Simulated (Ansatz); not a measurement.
# Run report: Ta2N, single-point calculation

System: Ta2N (P-31m, 9 atoms in the cell).
Method: DFT LDA, scalar-relativistic, plane waves, PAW, no spin polarisation (Ansatz 0.2.0).

The structure derives from a Materials Project entry. Figures and captions count atoms from 1; the log counts them from 0 in places.

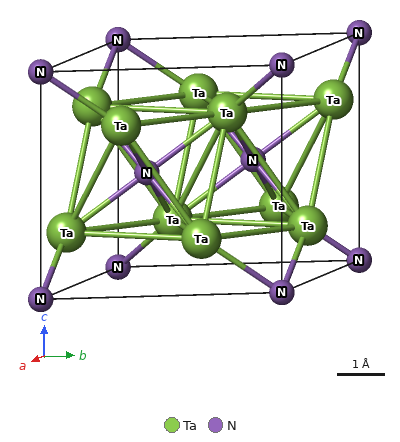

**Figure 1.** The structure (ball-and-stick view of the cell of the calculation, seen slightly off an axis). An atom can appear more than once, as a periodic image. Near neighbours in the periodic cell (some may lie outside the picture): Ta has 3 N at 2.15 to 2.16 Å and 12 Ta at 3.00 to 3.07 Å; N has 6 Ta at 2.15 to 2.16 Å.

Input
```yaml
crystal:
  lattice:
    - [5.2965720514, 0.0, 0.0]
    - [-2.6482860257, 4.5869659495, 0.0]
    - [0.0, 0.0, 4.9391825701]
  atoms:
    - { symbol: Ta, position: [0.66636167, 0.66636167, 0.75361826] }
    - { symbol: Ta, position: [0.0, 0.33363833, 0.75361826] }
    - { symbol: Ta, position: [0.33363833, 0.0, 0.75361826] }
    - { symbol: Ta, position: [0.33363833, 0.33363833, 0.24638174] }
    - { symbol: Ta, position: [0.0, 0.66636167, 0.24638174] }
    - { symbol: Ta, position: [0.66636167, 0.0, 0.24638174] }
    - { symbol: "N", position: [0.66666667, 0.33333333, 0.5] }
    - { symbol: "N", position: [0.33333333, 0.66666667, 0.5] }
    - { symbol: "N", position: [0.0, 0.0, 0.0] }
basis:
  ecutwfc: 420
kpoints:
  mp_grid: { grid: [6, 6, 4] }
hamiltonian:
  xc: lda
scf:
  occupations: { method: gaussian, width: 0.1 }
output:
  forces: true
  stress: true
  eigenvalues: true
```

Launch command:
```bash
ansatz run input.yaml --threads 2 --pin off --max-ram 6144MiB --backend cpu --events-out ev --progress --plain --runs-dir out
```

Log
```
Engine: ansatz 0.2.0, x86_64-unknown-linux-gnu
Pseudopotentials: kind: paw
Pseudopotential: Ta, paw, valence charge 13, recommended cutoff 420 eV (normal), Ta.paw.azcp
Pseudopotential: N, paw, valence charge 5, recommended cutoff 420 eV (normal), N.paw.azcp
Functional definition: SPW92
  exchange = slater_x
  correlation = pw_c
Crystal: 9 atoms, lattice volume = 119.998 Å³
Basis set: ecut = 420 eV, 2351 PW (Γ)
Bands: 56, of which v1, the nominal top of the filled ones, is band 47 counted from 1 (46 counted from 0)
Symmetry: 12 space group operations
Space group: P-31m (ITA 162), of the structure as read, at distance tolerance 4.9e-5 Å
k-points: 24 of 144
Non-local potential: Ta, projectors of the file, l = 0: 3, l = 1: 2, l = 2: 2, l = 3: 1
Non-local potential: N, projectors of the file, l = 0: 2, l = 1: 2, l = 2: 1
PAW form: soft (Blöchl's): semilocal exchange-correlation on the pseudo side does not see the compensation charge
PAW frozen core: Ta, regenerated for the run's functional, and the local potential with it (the file was generated under x = pbe(κ = 0.804, μ = 0.2195149727645171), c = pbe(β = 0.06672455060314922))
PAW frozen core: N, regenerated for the run's functional, and the local potential with it (the file was generated under x = pbe(κ = 0.804, μ = 0.2195149727645171), c = pbe(β = 0.06672455060314922))
PAW one-centre angular grid: Ta, 590 points (default); XC on 64 Gauss nodes
PAW one-centre angular grid: N, 110 points (default); XC on 64 Gauss nodes
Initial density: superposition of atomic densities (neutral atoms: chi_scale 0, normalization atom), corrected by the library's trained network
Initial wavefunctions: pseudopotential atomic-orbital guess
Functional: x = slater, c = lda
SCF iter   1: F=—  HF=-59227.038717 eV  |F-HF|=—  |Δ(HF+E_count)|=         —  Δρ=9.14e-3  dr2=8.95e-2  ethr=1.77e-3  ⟨swp⟩=6.2  Hψ=5281  notcnv=0
preconditioner: auto → Kerker (q_TF=auto, 2.615 Å⁻¹)  [metal: Δε(μ)=0.017 eV  Ē_g=7.805 eV  σ=0.100 eV  W_gap=0.10  n_scr=28 (ndim 8)  ℏωp=22.7 eV  f_vac=0.000  D(μ)=2.39/eV (n_scr^D=20)]
SCF iter   2: F=—  HF=-59227.022424 eV  |F-HF|=—  |Δ(HF+E_count)|=   1.63e-2  Δρ=4.84e-3  dr2=2.51e-2  ethr=9.63e-5  ⟨swp⟩=2.0  Hψ=1900  notcnv=0
SCF iter   3: F=—  HF=-59227.017418 eV  |F-HF|=—  |Δ(HF+E_count)|=   5.01e-3  Δρ=1.93e-3  dr2=5.20e-3  ethr=2.70e-5  ⟨swp⟩=2.1  Hψ=1528  notcnv=0
SCF iter   4: F=—  HF=-59227.016034 eV  |F-HF|=—  |Δ(HF+E_count)|=   1.38e-3  Δρ=3.67e-4  dr2=2.18e-4  ethr=5.59e-6  ⟨swp⟩=2.0  Hψ=1809  notcnv=0
SCF iter   5: F=—  HF=-59227.015981 eV  |F-HF|=—  |Δ(HF+E_count)|=   5.34e-5  Δρ=8.92e-5  dr2=7.98e-6  ethr=2.34e-7  ⟨swp⟩=2.0  Hψ=1753  notcnv=0
SCF iter   6: F=—  HF=-59227.015979 eV  |F-HF|=—  |Δ(HF+E_count)|=   2.03e-6  Δρ=3.58e-5  dr2=1.54e-6  ethr=8.58e-9  ⟨swp⟩=2.0  Hψ=1819  notcnv=0
SCF iter   7: F=-59227.015978 eV  HF=-59227.015978 eV  |F-HF|=4.77e-8  |Δ(HF+E_count)|=   3.79e-7  Δρ=8.39e-6  dr2=8.14e-8  ethr=1.08e-10  ⟨swp⟩=10.2  Hψ=6358  notcnv=0
SCF 1 converged in 7 iterations: F = -59227.015978 eV  dr2 = 8.14e-8
  greatest PAW one-centre occupation: 1.000 electrons in one spin orbital (limit 2), on the Ta atom at site 3 (counted from 0), in its partial waves of l = 0
SCF converged after 7 iterations
Free energy (F): -59227.015978 eV
Harris-Foulkes:  -59227.015978 eV  (|F-HF|=4.77e-8)
Internal energy: -59227.004234 eV  (E = F + TS)
E sigma→0 (E₀):  -59227.010106 eV
Entropy (-TS):   -0.011744 eV (-1.305 meV/atom)
Fermi energy:    19.453860 eV
--- Per-component energies (eV) ---
  E_band       = -532.157975
  E_kinetic    = 2597.556300
  E_local      = -3681.541962  (includes V_loc(G=0)·N_el)
  E_nonlocal   = 260.329565
  E_hartree    = 1260.111657
  E_xc         = -1483.699052
  E_vxc        = -1457.910193  (∫ρ·V_xc dr)
  E_paw        = -49248.823856  (= ΣΔE_a)
  E_vpaw       = -770.814855  (= ΣTr[D̂ρ^β])
  E_aug_tail   = 0.001222  (compensation charges beyond the density's cutoff)
  E_ewald      = -8932.731658
  E_core_change = 1.793549  (= ΣΔE_core)
  E_smearing   = -0.011744  (= −TS)
  E_closure    = -0.000000  (closes the sum)
  Σ components = -59227.015978   (vs F -59227.015978, Δ=0.00e0)
--- Forces (eV/Å), atoms counted from 1 ---
  atom   1  Ta     0.02066704     0.03579637    -0.14934702
  atom   2  Ta     0.02066704    -0.03579637    -0.14934702
  atom   3  Ta    -0.04133409    -0.00000000    -0.14934702
  atom   4  Ta    -0.02066704    -0.03579637     0.14934702
  atom   5  Ta    -0.02066704     0.03579637     0.14934702
  atom   6  Ta     0.04133409     0.00000000     0.14934702
  atom   7  N     -0.00000000     0.00000000    -0.00000000
  atom   8  N      0.00000000    -0.00000000     0.00000000
  atom   9  N      0.00000000     0.00000000     0.00000000
  max |Σ_I F_I| component: 6.94e-18 eV/Å
--- Stress (GPa, compression-positive) ---
      -10.921320      -0.000000      -0.000000
        0.000000     -10.921320       0.000000
       -0.000000       0.000000     -11.309104
  P = ⅓ Tr σ = -11.0506 GPa (-110.506 kbar)
--- Band table (eV; the first three rows and the last of 24) ---
  k-point 0: bands = ["-48.8649", "-48.7896", "-48.7762", "-48.7762", "-48.7762", "-48.7762", "-16.1544", "-15.7690", "-15.6146", "-15.6146", "-15.5884", "-15.5884", "-15.5360", "-15.4629", "-15.4309", "-15.3415", "-15.3415", "-15.3088", "-15.3088", "-15.0553", "-15.0553", "-14.9514", "-14.9514", "-14.9062", "1.9536", "3.3994", "3.9903", "10.9762", "12.3281", "12.3281", "12.5696", "12.5696", "13.2501", "13.2501", "13.3503", "13.5938", "13.6546", "16.3836", "16.8718", "16.8718", "17.5459", "17.5459", "17.9374", "18.6758", "19.0093", "19.0093", "19.1382", "19.3625", "19.3625", "20.1684", "20.1684", "21.2165", "21.2165", "22.3927", "22.4772", "23.0161"]
  k-point 1: bands = ["-48.8541", "-48.8006", "-48.7769", "-48.7769", "-48.7754", "-48.7754", "-16.0383", "-15.7912", "-15.7912", "-15.7225", "-15.5458", "-15.5380", "-15.5380", "-15.4804", "-15.4678", "-15.3521", "-15.3521", "-15.1911", "-15.1911", "-15.0304", "-15.0303", "-15.0303", "-14.9463", "-14.9463", "2.2528", "3.4213", "3.6988", "11.1645", "11.4435", "11.4435", "12.7782", "12.9786", "12.9786", "13.2814", "13.6591", "13.6591", "14.8691", "16.6941", "17.1214", "17.1214", "17.5609", "17.5609", "17.7342", "18.2492", "18.4547", "18.4547", "18.9152", "19.8869", "19.8869", "20.8730", "20.8730", "21.1085", "21.1085", "21.2501", "22.4676", "22.4676"]
  k-point 2: bands = ["-48.8310", "-48.8238", "-48.7772", "-48.7772", "-48.7751", "-48.7751", "-15.8709", "-15.8709", "-15.7952", "-15.7481", "-15.6304", "-15.5937", "-15.5937", "-15.5757", "-15.2964", "-15.2836", "-15.2836", "-15.2652", "-15.1460", "-15.1460", "-15.0157", "-15.0157", "-14.9277", "-14.9277", "2.8790", "3.0803", "3.4434", "11.0505", "11.0505", "11.4467", "12.3220", "12.8547", "12.8547", "13.2154", "14.1164", "14.1164", "16.5850", "16.6641", "17.1015", "17.2517", "17.2517", "17.6601", "17.7926", "17.7926", "18.1173", "18.1173", "18.5598", "20.1227", "20.1227", "20.3314", "21.5083", "21.5083", "21.5914", "21.5914", "22.2202", "22.2202"]
  k-point 23: bands = ["-48.8091", "-48.8091", "-48.8079", "-48.7784", "-48.7776", "-48.7776", "-15.9361", "-15.9361", "-15.8335", "-15.6168", "-15.5523", "-15.5523", "-15.4960", "-15.4433", "-15.4433", "-15.2763", "-15.2743", "-15.2743", "-15.1449", "-15.1449", "-15.1371", "-14.9782", "-14.9747", "-14.9747", "3.1003", "3.1003", "3.1506", "11.2422", "11.7289", "11.7289", "12.7795", "12.7795", "13.3051", "13.3882", "13.3882", "13.6769", "15.3243", "16.1039", "16.1039", "16.2226", "16.7287", "16.7287", "17.9152", "17.9585", "17.9585", "18.7967", "18.7967", "19.9415", "20.8450", "21.5112", "21.5112", "21.9424", "21.9859", "21.9859", "22.6654", "22.6654"]
```

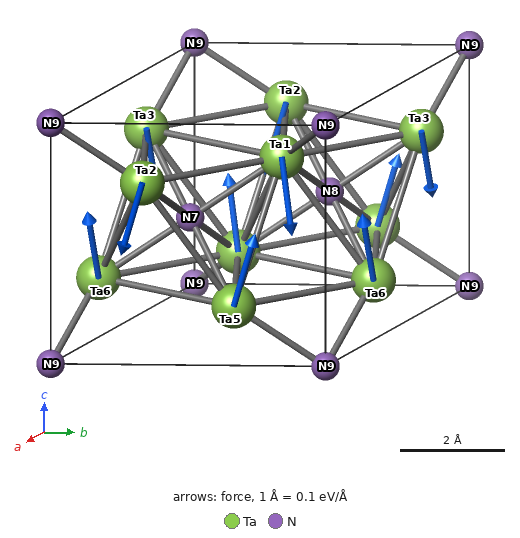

**Figure 2.** Forces on the atoms as blue arrows (ball-and-stick view of the cell of the calculation, seen at an oblique angle; atoms are numbered from 1 in the order of the input). The largest act on all 6 Ta atoms (0.15 eV/Å). The geometry is not a stationary point of this energy.

Results in brief

```csv
quantity,value
outcome,converged
space group (tolerance 0.01 Å),P-31m (162)
electrons treated,93
free energy,−59227.0160 eV
Fermi energy,19.454 eV
gap on the k-point mesh,none (metallic)
pressure,−11.05 GPa
largest force (length of the vector),0.155 eV/Å
hardware,"2 threads of Oxide Virtual Turin-like (Zen 5), 32 GiB of memory available, shared host"
wall time,9.2 s (CPU time 15 s)
peak memory,0.49 GiB
```

Spin–orbit coupling is left out, which matters for Ta. The cell holds an odd number of electrons but the run has no spin polarisation, so a band is left half filled. The cell is under a tension of 11.1 GPa at this level, so it is not at its equilibrium volume.
